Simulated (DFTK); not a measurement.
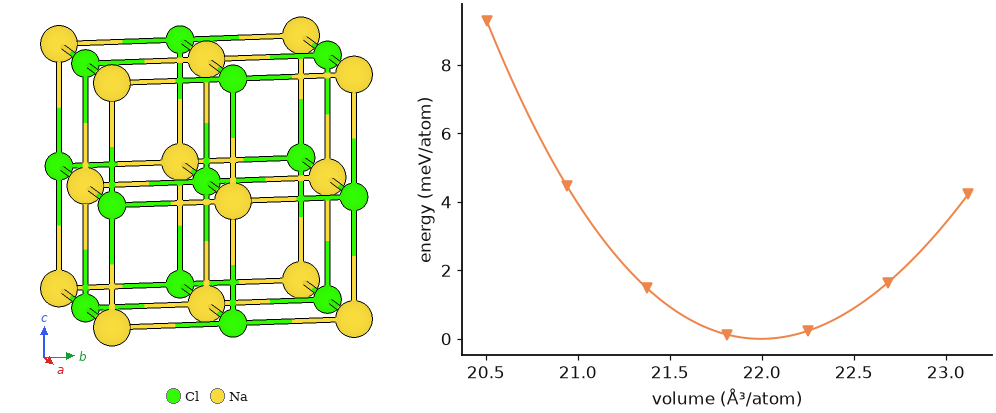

The picture above shows the energy against volume for NaCl, space group Fm-3m (No. 225). The conventional cell is drawn beside the plot.

Cell as given: a = 3.951 Å, b = 3.951 Å, c = 3.951 Å, α = 60.00°, β = 60.00°, γ = 60.00°; 2 atoms.

How it was computed, with DFTK 0.8.2: plane-wave DFT, no spin polarisation; energies at scaled volumes of the given cell, shape and fractions fixed, counted from the fit's minimum, third-order Birch-Murnaghan fit. Level: PBEsol.

- k mesh: 8×8×8
- occupations: Fermi–Dirac
- smearing width: 0.05 eV
- potentials: dojo.nc.sr.pbesol.v0_4_1.standard
- wave cutoff: 1197 eV

This calculation gives: equilibrium volume 22.00 Å³/atom and bulk modulus 25.8 GPa.

Now Na is replaced by Rb on all its sites, which gives RbCl in the same structure. The second calculation uses wave cutoff 897.9757 eV and k mesh 7×7×7. What happens?

The equilibrium volume rises from 22.00 to 35.02 Å³/atom (+59 %) and the bulk modulus falls from 25.8 to 16.5 GPa (−36 %).

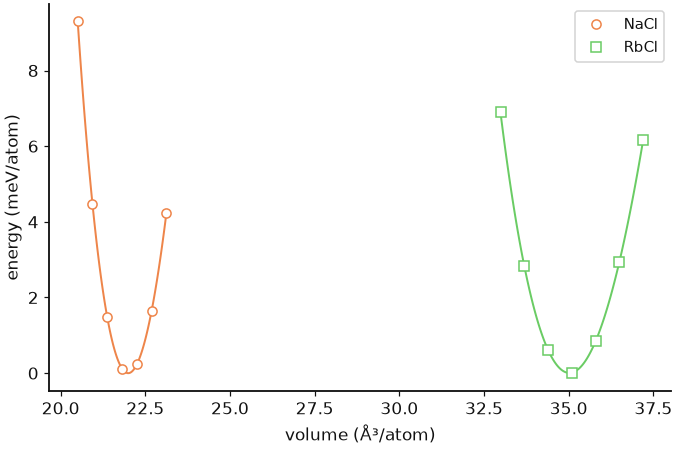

The two results together.

V0 and the bulk modulus come from third-order Birch–Murnaghan fits.
